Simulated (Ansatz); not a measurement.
# TiO2: geometry relaxation (part 1 of 3)

TiO2 (P1, 30 atoms in the cell), computed with DFT PBE, scalar-relativistic, plane waves, PAW, no spin polarisation (Ansatz 0.2.0).

The structure derives from a Materials Project entry. It belongs to a series of runs on one base structure; here: the perfect supercell shaken and relaxed.

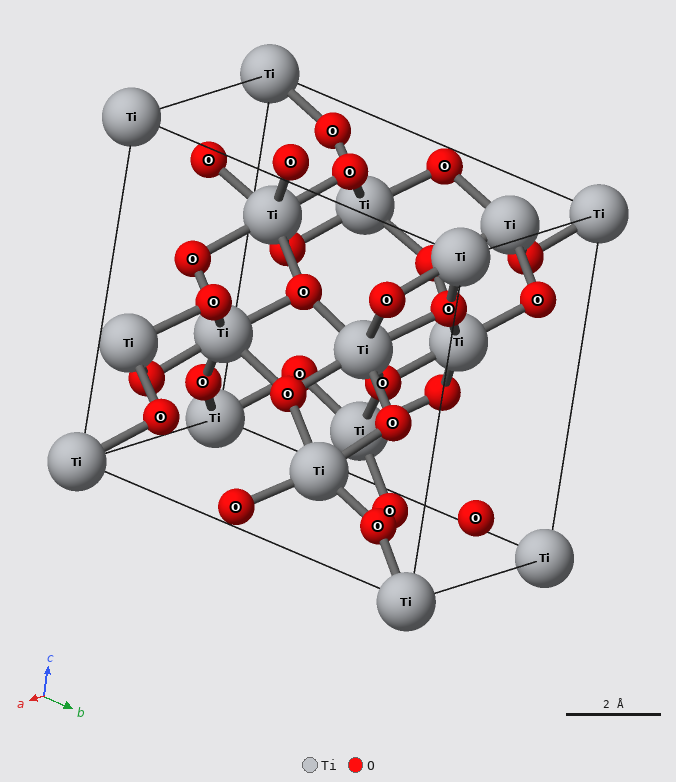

The input geometry (ball-and-stick view of the cell of the calculation, seen slightly off an axis).

**The input**
```yaml
crystal:
  lattice:
    - [-1.8995999942, -5.6987999826, 4.8488731938]
    - [-5.6987999826, 1.8995999942, -4.8488731938]
    - [5.6987999826, -1.8995999942, -4.8488731938]
  atoms:
    - { symbol: Ti, position: [0.402886202, 0.7988797301, 0.5951384095] }
    - { symbol: Ti, position: [-0.002617839, -0.0108339815, -0.0063516461] }
    - { symbol: Ti, position: [0.2042711179, 0.3963814049, 0.8038374321] }
    - { symbol: Ti, position: [0.8115739784, 0.6132076162, 0.1958545618] }
    - { symbol: Ti, position: [0.6010579653, 0.199771753, 0.4016638826] }
    - { symbol: Ti, position: [0.4907782089, 0.2452205732, 0.749834325] }
    - { symbol: Ti, position: [0.102150494, 0.4448841018, 0.1549085352] }
    - { symbol: Ti, position: [0.2966323933, 0.8528061485, 0.9435136341] }
    - { symbol: Ti, position: [0.9100380916, 0.0498966076, 0.3518232638] }
    - { symbol: Ti, position: [0.6863943912, 0.6373641026, 0.5430768424] }
    - { symbol: O, position: [0.4920828177, 0.0385490152, 0.5388161659] }
    - { symbol: O, position: [0.0929341524, 0.2298479088, 0.9383912543] }
    - { symbol: O, position: [0.3101513056, 0.6570884141, 0.7549333041] }
    - { symbol: O, position: [0.9008124664, 0.8398367986, 0.1400496756] }
    - { symbol: O, position: [0.6888961951, 0.4448746011, 0.3367310951] }
    - { symbol: O, position: [0.406726041, 0.6038733984, 0.3984030761] }
    - { symbol: O, position: [1.0097392849, 0.8037167141, 0.7956498608] }
    - { symbol: O, position: [0.194286363, 0.1916685956, 0.5950380564] }
    - { symbol: O, position: [0.7879537488, 0.3847794656, 0.9971844747] }
    - { symbol: O, position: [0.6031965624, 1.0028145779, 0.1919857376] }
    - { symbol: O, position: [0.497094729, 0.448426986, 0.959087199] }
    - { symbol: O, position: [0.0958491574, 0.6610903907, 0.3540497948] }
    - { symbol: O, position: [0.3047542276, 0.0543836126, 0.1636567227] }
    - { symbol: O, position: [0.8976071039, 0.2690133234, 0.5575844958] }
    - { symbol: O, position: [0.7084364772, 0.8703294264, 0.7595682552] }
    - { symbol: O, position: [0.4093249682, 0.0083312523, 0.8036717027] }
    - { symbol: O, position: [1.0051478353, 0.2117458517, 0.2148819297] }
    - { symbol: O, position: [0.1922858607, 0.6011195497, -0.0022556841] }
    - { symbol: O, position: [0.8016630571, 0.7988921298, 0.4102236442] }
    - { symbol: O, position: [0.6105093079, 0.4138197085, 0.6100017316] }
basis:
  ecutwfc: 420
  xc_grid: 2
kpoints:
  mp_grid: { grid: [2, 2, 2], shift: [0.5, 0.5, 0.5] }
hamiltonian:
  xc: pbe
scf:
  occupations: { method: gaussian, width: 0.02 }
output:
  forces: true
  stress: false
  eigenvalues: true
relax:
  adjacent_minimum: "off"
  f_tol: 0.03
  max_steps: 25
```

Command:
```bash
ansatz run input.yaml --threads 8 --pin off --max-ram 16384MiB --backend cpu --events-out ev --progress --plain --runs-dir out
```

**What the program printed**
```
Engine: ansatz 0.2.0, aarch64-unknown-linux-gnu
Pseudopotentials: kind: paw
Pseudopotential: Ti, paw, valence charge 12, recommended cutoff 420 eV (normal), Ti.paw.azcp
Pseudopotential: O, paw, valence charge 6, recommended cutoff 420 eV (normal), O.paw.azcp
Functional definition: PBE
  parameter kappa = 0.804
  parameter beta = 0.06672455060314922
  exchange = pbe_x(kappa = kappa, mu = beta*pi^2/3)
  correlation = pbe_c(beta = beta)
Crystal: 30 atoms, lattice volume = 349.941 Å³
Basis set: ecut = 420 eV, 6805 PW (Γ), exchange–correlation on 108×108×108 points (8 copies of the dense FFT grid, shifted against one another)
Bands: 150, of which v1, the nominal top of the filled ones, is band 120 counted from 1 (119 counted from 0)
Symmetry: 1 space group operations
Space group: P1 (ITA 1), of the structure as read, at distance tolerance 7.0e-5 Å
k-points: 4 of 8 (time reversal used)
Non-local potential: Ti, projectors of the file, l = 0: 3, l = 1: 2, l = 2: 3, l = 3: 1
Non-local potential: O, projectors of the file, l = 0: 2, l = 1: 2, l = 2: 1
PAW form: soft (Blöchl's): semilocal exchange-correlation on the pseudo side does not see the compensation charge
PAW one-centre angular grid: Ti, 590 points (default); XC on 64 Gauss nodes
PAW one-centre angular grid: O, 110 points (default); XC on 64 Gauss nodes
Initial density: superposition of atomic densities (neutral atoms: chi_scale 0, normalization atom), corrected by the library's trained network
Initial wavefunctions: pseudopotential atomic-orbital guess
Functional: x = pbe(κ = 0.804, μ = 0.2195149727645171), c = pbe(β = 0.06672455060314922)
SCF iter   1: F=—  HF=-36386.430480 eV  |F-HF|=—  |Δ(HF+E_count)|=         —  Δρ=3.57e-3  dr2=1.92e-2  ethr=1.77e-3  ⟨swp⟩=5.0  Hψ=2222  notcnv=0  defer=27
preconditioner: auto → Resta (q_TF=auto, 2.562 Å⁻¹)  ε∞=7.9  [insulator: Δε(μ)=2.227 eV  Ē_g=9.544 eV  σ=0.020 eV  W_gap=1.00  n_scr=102 (ndim 8)  ℏωp=25.1 eV  f_vac=0.107  D(μ)=0.00/eV (n_scr^D=0)  ε∞_Penn≈7.9]
SCF iter   2: F=—  HF=-36386.435966 eV  |F-HF|=—  |Δ(HF+E_count)|=   5.49e-3  Δρ=1.91e-3  dr2=4.49e-3  ethr=7.99e-6  ⟨swp⟩=2.0  Hψ=958  notcnv=0  defer=93
SCF iter   3: F=—  HF=-36386.438561 eV  |F-HF|=—  |Δ(HF+E_count)|=   2.60e-3  Δρ=9.49e-4  dr2=1.69e-3  ethr=1.87e-6  ⟨swp⟩=2.0  Hψ=774  notcnv=0  defer=93
SCF iter   4: F=—  HF=-36386.439470 eV  |F-HF|=—  |Δ(HF+E_count)|=   9.08e-4  Δρ=2.44e-4  dr2=2.16e-4  ethr=7.03e-7  ⟨swp⟩=2.0  Hψ=755  notcnv=0  defer=93
SCF iter   5: F=—  HF=-36386.439514 eV  |F-HF|=—  |Δ(HF+E_count)|=   4.44e-5  Δρ=1.14e-4  dr2=4.01e-5  ethr=9.00e-8  ⟨swp⟩=2.0  Hψ=753  notcnv=0  defer=93
SCF iter   6: F=-36386.439543 eV  HF=-36386.439552 eV  |F-HF|=9.24e-6  |Δ(HF+E_count)|=   3.78e-5  Δρ=7.81e-5  dr2=2.07e-5  ethr=9.37e-9  ⟨swp⟩=10.2  Hψ=2538  notcnv=0
SCF 1 converged in 6 iterations: F = -36386.439543 eV  dr2 = 2.07e-5
  greatest PAW one-centre occupation: 0.999 electrons in one spin orbital (limit 2), on the Ti atom at site 3 (counted from 0), in its partial waves of l = 0
relax step   1: F+E_penalty+E_count = -36386.43954286 eV  Δ(F+E_penalty+E_count) = +0.000e0 eV  max|allowed force component| = 2.742e0 eV/Å  Δτ_max = 0.0000 Å  (6 SCF iters, dr2 threshold 2.25e-5 eV, accepted)
Initial density: handed on by an earlier stage of this run
Initial wavefunctions: those handed on with the density
iter 1 solved again at ethr=6.89e-5 eV; its pass at ethr=3.10e-3 eV (dr2=1.65e-1 eV) is discarded
SCF iter   1: F=—  HF=-36387.249449 eV  |F-HF|=—  |Δ(HF+E_count)|=         —  Δρ=7.51e-3  dr2=1.67e-1  ethr=6.89e-5  ⟨swp⟩=1.5  Hψ=1742  notcnv=0  defer=97
preconditioner: auto → Resta (q_TF=auto, 2.562 Å⁻¹)  ε∞=7.9  [insulator: Δε(μ)=2.350 eV  Ē_g=9.545 eV  σ=0.020 eV  W_gap=1.00  n_scr=102 (ndim 8)  ℏωp=25.1 eV  f_vac=0.108  D(μ)=0.00/eV (n_scr^D=0)  ε∞_Penn≈7.9]
SCF iter   2: F=—  HF=-36387.228540 eV  |F-HF|=—  |Δ(HF+E_count)|=   2.09e-2  Δρ=3.47e-3  dr2=2.49e-2  ethr=6.89e-5  ⟨swp⟩=4.5  Hψ=803  notcnv=0  defer=97
SCF iter   3: F=—  HF=-36387.226865 eV  |F-HF|=—  |Δ(HF+E_count)|=   1.67e-3  Δρ=1.85e-3  dr2=7.84e-3  ethr=1.04e-5  ⟨swp⟩=2.0  Hψ=837  notcnv=0  defer=97
SCF iter   4: F=—  HF=-36387.226873 eV  |F-HF|=—  |Δ(HF+E_count)|=   7.68e-6  Δρ=6.56e-4  dr2=1.82e-3  ethr=3.27e-6  ⟨swp⟩=2.2  Hψ=785  notcnv=0  defer=97
SCF iter   5: F=—  HF=-36387.226732 eV  |F-HF|=—  |Δ(HF+E_count)|=   1.41e-4  Δρ=2.63e-4  dr2=3.16e-4  ethr=7.58e-7  ⟨swp⟩=2.0  Hψ=764  notcnv=0  defer=97
SCF iter   6: F=—  HF=-36387.226749 eV  |F-HF|=—  |Δ(HF+E_count)|=   1.74e-5  Δρ=1.46e-4  dr2=8.81e-5  ethr=4.17e-8  ⟨swp⟩=9.2  Hψ=2745  notcnv=0
SCF iter   7: F=-36387.226762 eV  HF=-36387.226763 eV  |F-HF|=4.40e-7  |Δ(HF+E_count)|=   1.39e-5  Δρ=5.00e-5  dr2=1.24e-5  ethr=3.67e-8  ⟨swp⟩=4.8  Hψ=1914  notcnv=0
SCF 2 converged in 7 iterations: F = -36387.226762 eV  dr2 = 1.24e-5
  greatest PAW one-centre occupation: 0.999 electrons in one spin orbital (limit 2), on the Ti atom at site 4 (counted from 0), in its partial waves of l = 0
relax step   2: F+E_penalty+E_count = -36387.22676238 eV  Δ(F+E_penalty+E_count) = -7.872e-1 eV  max|allowed force component| = 1.059e0 eV/Å  Δτ_max = 0.0652 Å  (7 SCF iters, dr2 threshold 1.00e-4 eV, accepted)
SCF iter   1: F=—  HF=-36387.538866 eV  |F-HF|=—  |Δ(HF+E_count)|=         —  Δρ=9.28e-3  dr2=2.17e-1  ethr=9.37e-4  ⟨swp⟩=4.0  Hψ=1190  notcnv=0  defer=92
preconditioner: auto → Resta (q_TF=auto, 2.562 Å⁻¹)  ε∞=8.0  [insulator: Δε(μ)=2.330 eV  Ē_g=9.514 eV  σ=0.020 eV  W_gap=1.00  n_scr=102 (ndim 8)  ℏωp=25.1 eV  f_vac=0.108  D(μ)=0.00/eV (n_scr^D=0)  ε∞_Penn≈8.0]
SCF iter   2: F=—  HF=-36387.499641 eV  |F-HF|=—  |Δ(HF+E_count)|=   3.92e-2  Δρ=4.95e-3  dr2=5.99e-2  ethr=9.06e-5  ⟨swp⟩=2.0  Hψ=720  notcnv=0  defer=92
SCF iter   3: F=—  HF=-36387.489868 eV  |F-HF|=—  |Δ(HF+E_count)|=   9.77e-3  Δρ=2.81e-3  dr2=2.67e-2  ethr=2.49e-5  ⟨swp⟩=3.8  Hψ=873  notcnv=0  defer=92
SCF iter   4: F=—  HF=-36387.485306 eV  |F-HF|=—  |Δ(HF+E_count)|=   4.56e-3  Δρ=6.28e-4  dr2=1.20e-3  ethr=1.11e-5  ⟨swp⟩=2.0  Hψ=868  notcnv=0  defer=92
SCF iter   5: F=—  HF=-36387.485380 eV  |F-HF|=—  |Δ(HF+E_count)|=   7.46e-5  Δρ=3.44e-4  dr2=3.98e-4  ethr=4.99e-7  ⟨swp⟩=2.0  Hψ=805  notcnv=0  defer=92
SCF iter   6: F=—  HF=-36387.485412 eV  |F-HF|=—  |Δ(HF+E_count)|=   3.20e-5  Δρ=1.60e-4  dr2=8.84e-5  ethr=1.66e-7  ⟨swp⟩=2.0  Hψ=761  notcnv=0  defer=92
SCF iter   7: F=-36387.485420 eV  HF=-36387.485416 eV  |F-HF|=3.39e-6  |Δ(HF+E_count)|=   3.81e-6  Δρ=6.09e-5  dr2=1.44e-5  ethr=2.92e-8  ⟨swp⟩=11.0  Hψ=2554  notcnv=0
SCF 3 converged in 7 iterations: F = -36387.485420 eV  dr2 = 1.44e-5
  greatest PAW one-centre occupation: 0.999 electrons in one spin orbital (limit 2), on the Ti atom at site 7 (counted from 0), in its partial waves of l = 0
relax step   3: F+E_penalty+E_count = -36387.48541969 eV  Δ(F+E_penalty+E_count) = -2.587e-1 eV  max|allowed force component| = 4.131e-2 eV/Å  Δτ_max = 0.0953 Å  (7 SCF iters, dr2 threshold 7.00e-5 eV, accepted)
iter 1 solved again at ethr=6.01e-9 eV; its pass at ethr=3.10e-3 eV (dr2=1.44e-5 eV) is discarded
SCF iter   1: F=—  HF=-36387.485424 eV  |F-HF|=—  |Δ(HF+E_count)|=         —  Δρ=6.09e-5  dr2=1.44e-5  ethr=6.01e-9  ⟨swp⟩=1.0  Hψ=1416  notcnv=0
preconditioner: auto → Resta (q_TF=auto, 2.562 Å⁻¹)  ε∞=8.0  [insulator: Δε(μ)=2.319 eV  Ē_g=9.494 eV  σ=0.020 eV  W_gap=1.00  n_scr=102 (ndim 8)  ℏωp=25.1 eV  f_vac=0.108  D(μ)=0.00/eV (n_scr^D=0)  ε∞_Penn≈8.0]
SCF iter   2: F=—  HF=-36387.485420 eV  |F-HF|=—  |Δ(HF+E_count)|=   4.23e-6  Δρ=3.72e-5  dr2=6.48e-6  ethr=6.01e-9  ⟨swp⟩=2.0  Hψ=745  notcnv=0
SCF iter   3: F=—  HF=-36387.485423 eV  |F-HF|=—  |Δ(HF+E_count)|=   2.93e-6  Δρ=2.49e-5  dr2=3.38e-6  ethr=2.70e-9  ⟨swp⟩=2.0  Hψ=738  notcnv=0
SCF iter   4: F=—  HF=-36387.485425 eV  |F-HF|=—  |Δ(HF+E_count)|=   2.11e-6  Δρ=1.08e-5  dr2=4.98e-7  ethr=1.41e-9  ⟨swp⟩=2.0  Hψ=748  notcnv=0
SCF iter   5: F=-36387.485425 eV  HF=-36387.485425 eV  |F-HF|=3.18e-8  |Δ(HF+E_count)|=   2.43e-8  Δρ=5.47e-6  dr2=9.39e-8  ethr=4.17e-11  ⟨swp⟩=4.0  Hψ=2199  notcnv=0
SCF 4 converged in 5 iterations: F = -36387.485425 eV  dr2 = 9.39e-8
relax step   4: F+E_penalty+E_count = -36387.48542518 eV  Δ(F+E_penalty+E_count) = -5.485e-6 eV  max|allowed force component| = 4.115e-2 eV/Å  Δτ_max = 0.0000 Å  (5 SCF iters, accepted)
SCF iter   1: F=—  HF=-36387.487740 eV  |F-HF|=—  |Δ(HF+E_count)|=         —  Δρ=9.75e-4  dr2=2.26e-3  ethr=1.19e-5  ⟨swp⟩=2.0  Hψ=1072  notcnv=0  defer=92
SCF iter   2: F=—  HF=-36387.487291 eV  |F-HF|=—  |Δ(HF+E_count)|=   4.49e-4  Δρ=5.29e-4  dr2=7.26e-4  ethr=9.40e-7  ⟨swp⟩=1.0  Hψ=692  notcnv=0  defer=92
SCF iter   3: F=—  HF=-36387.487145 eV  |F-HF|=—  |Δ(HF+E_count)|=   1.46e-4  Δρ=2.12e-4  dr2=1.47e-4  ethr=3.02e-7  ⟨swp⟩=2.0  Hψ=824  notcnv=0  defer=92
SCF iter   4: F=—  HF=-36387.487115 eV  |F-HF|=—  |Δ(HF+E_count)|=   2.99e-5  Δρ=5.97e-5  dr2=9.54e-6  ethr=6.11e-8  ⟨swp⟩=2.0  Hψ=777  notcnv=0  defer=92
SCF iter   5: F=—  HF=-36387.486923 eV  |F-HF|=—  |Δ(HF+E_count)|=   1.92e-4  Δρ=3.08e-5  dr2=3.41e-6  ethr=3.97e-9  ⟨swp⟩=2.0  Hψ=792  notcnv=0  defer=92
SCF iter   6: F=—  HF=-36387.486922 eV  |F-HF|=—  |Δ(HF+E_count)|=   1.73e-7  Δρ=1.11e-5  dr2=4.59e-7  ethr=1.42e-9  ⟨swp⟩=2.0  Hψ=760  notcnv=0  defer=92
SCF iter   7: F=—  HF=-36387.486923 eV  |F-HF|=—  |Δ(HF+E_count)|=   8.75e-8  Δρ=5.55e-6  dr2=1.26e-7  ethr=4.17e-11  ⟨swp⟩=9.0  Hψ=2529  notcnv=0
SCF iter   8: F=-36387.486923 eV  HF=-36387.486923 eV  |F-HF|=4.49e-9  |Δ(HF+E_count)|=   4.06e-8  Δρ=2.16e-6  dr2=2.02e-8  ethr=4.17e-11  ⟨swp⟩=4.0  Hψ=1677  notcnv=0
SCF 5 converged in 8 iterations: F = -36387.486923 eV  dr2 = 2.02e-8
  greatest PAW one-centre occupation: 0.999 electrons in one spin orbital (limit 2), on the Ti atom at site 0 (counted from 0), in its partial waves of l = 0
relax step   5: F+E_penalty+E_count = -36387.48692260 eV  Δ(F+E_penalty+E_count) = -1.497e-3 eV  max|allowed force component| = 2.031e-3 eV/Å  Δτ_max = 0.0112 Å  (8 SCF iters, accepted)
```

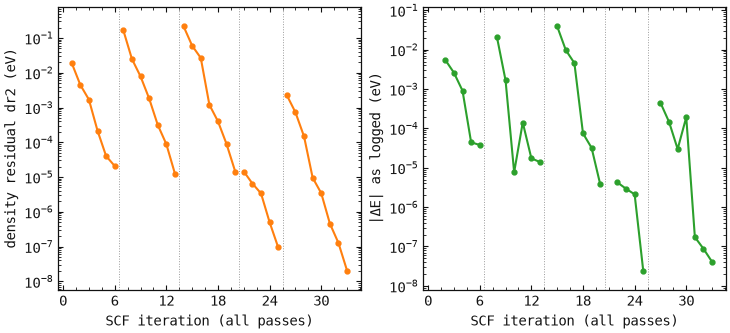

Convergence of the self-consistent field: density residual dr2 and size of the energy change against the SCF iteration. The dotted lines part the SCF passes of the relaxation: geometry steps, rejected trials and re-solves on a re-selected basis. The 5 passes take 5 to 8 iterations each, 33 in all.

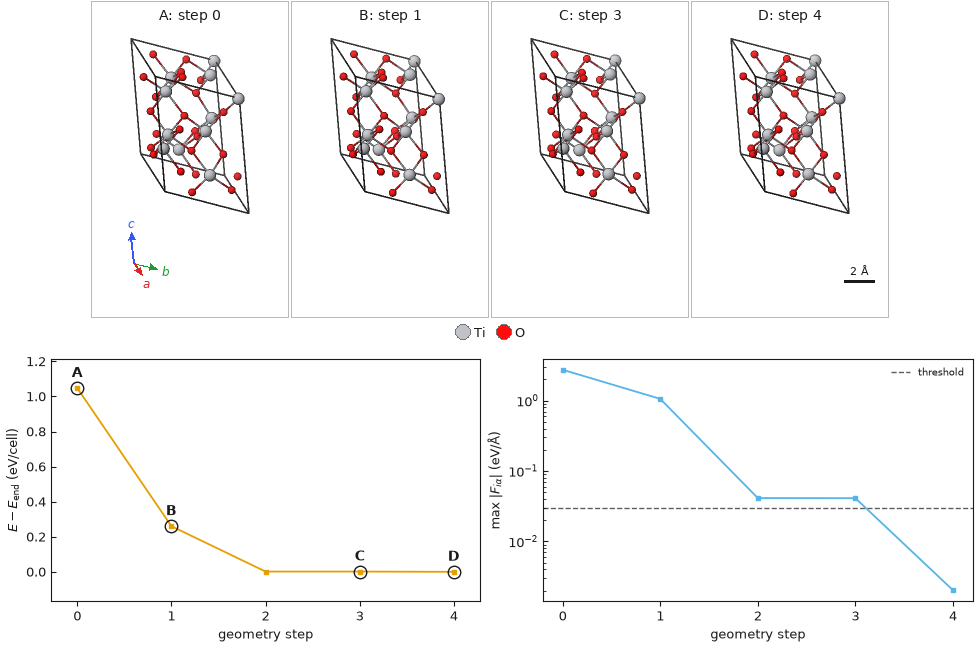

Frames of the relaxation (ball-and-stick view of the cell of the calculation, seen slightly off an axis) above the curves, on which the letters mark them (the first geometry is step 0 here and step 1 in the log).
